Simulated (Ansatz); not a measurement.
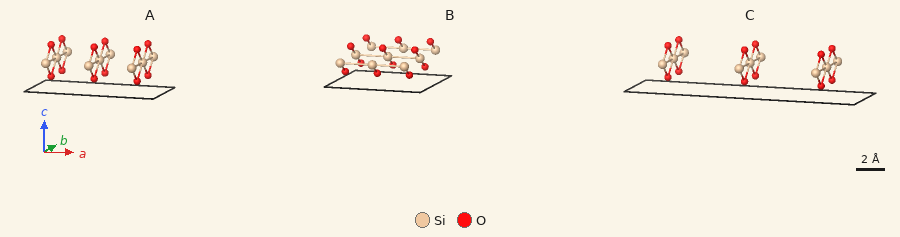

3 geometries from one relaxation of a free-standing layer of SiO2 (a generated structure, set up in P2/m) (coarse preliminary run), in shuffled order. The picture is a ball-and-stick view of the 3 × 2 repeat of the cell, outlined in the plane, without the vacuum, seen slightly off an axis.

The calculation used DFT PBE, scalar-relativistic, plane waves, PAW in Ansatz. Settings: plane-wave cutoff 420 eV; k-point mesh 8 × 6 × 1; occupations gaussian; smearing width 0.1 eV; no spin polarisation; cell and atoms relaxed; force threshold 0.04 eV/Å; at most 70 steps.

Order the frames from highest to lowest energy.

B, A, C. They are steps 0, 15, 52, at +5.777 eV per cell of the calculation, +0.352 eV per cell of the calculation relative to the last. Over 40 accepted moves (52 points after the start) the energy falls by 5.777 eV per cell of the calculation. Largest force component: 6.6 eV/Å at the start, 0.0011 eV/Å at the end. The SCF was repeated 12 times at an unchanged geometry on a basis and grid sized afresh for the cell, which shifted the energy by 0.222 eV per cell of the calculation at most. The largest moves, 0.55 Å, are those of O atoms. Si stays in place. In the plane the drawn cell goes a 7.242 → 17.320 Å (+139.2 %), b 7.196 → 5.009 Å (−30.4 %). Near-neighbour distances that change, for instance: Si–Si 2.414 → 5.773 Å, Si–Si 3.598 → 2.504 Å, O–Si 2.548 → 1.700 Å, O–Si 1.435 → 1.700 Å. New bonds form, among them: O–Si (2.55 → 1.70 Å), Si–Si (3.60 → 2.50 Å). Bonds break, among them: Si–Si (2.41 → 5.77 Å). The program noted that it reset the height of the cell. Cost: 2.7 min on 1 thread of Intel(R) Xeon(R) 6975P-C (Granite Rapids) (shared host), peak memory 0.56 GiB.
